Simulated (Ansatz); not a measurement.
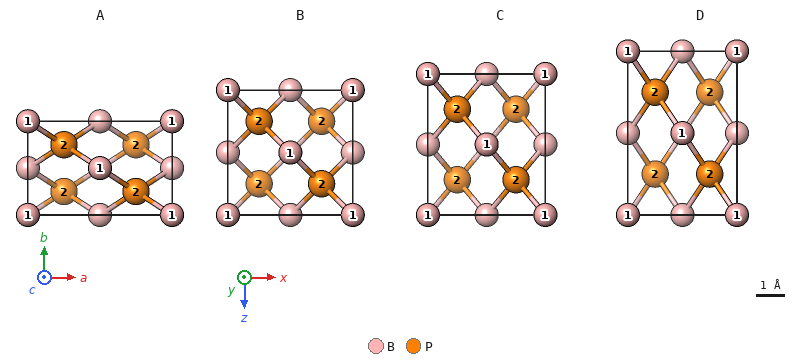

A scan of crystalline BP (F-43m): the ratio of the cell's length along z to its lengths across, counted as 1 for the reference, is changed at fixed volume (a tetragonal or Bain path), with the atoms kept at their fractional coordinates. x, y and z are the Cartesian axes of the input. The picture is a ball-and-stick view of the conventional cell (4 times the calculation's cell), seen along the c axis. Lengths and directions refer to the drawn axes.

The calculation used DFT PBE, scalar-relativistic, plane waves, PAW (Ansatz). (plane-wave cutoff 420 eV; k-point mesh 12 × 12 × 12; occupations gaussian; smearing width 0.05 eV; no spin polarisation). Energies (free energies at the smearing named) are counted from the cell as listed in its source, which wasn't relaxed.

**Order these geometries by energy, lowest first.**

Lowest first: B (the relative ratio 1.00, 0 meV/atom), C (the relative ratio 1.20, 250 meV/atom), A (the relative ratio 0.65, 660 meV/atom), D (the relative ratio 1.50, 1150 meV/atom). Over the whole scan: of the computed points the lowest is at the relative ratio 1.00, 0 meV/atom. The end points stand at 660 meV/atom (0.65) and 1150 meV/atom (1.50). The unrelaxed reference is under a pressure of 1.1 GPa. The distortion takes the space group from F-43m to I-4m2. At the relative ratio 1.50 the cell of the drawing goes a 4.538 → 3.964 Å, b 4.538 → 5.946 Å, c 4.538 → 3.964 Å. The band gap on the mesh, 1.24 eV in the reference, closes at 0.65, 0.707, 0.78, 0.85, 1.20, 1.30, 1.414, 1.50.
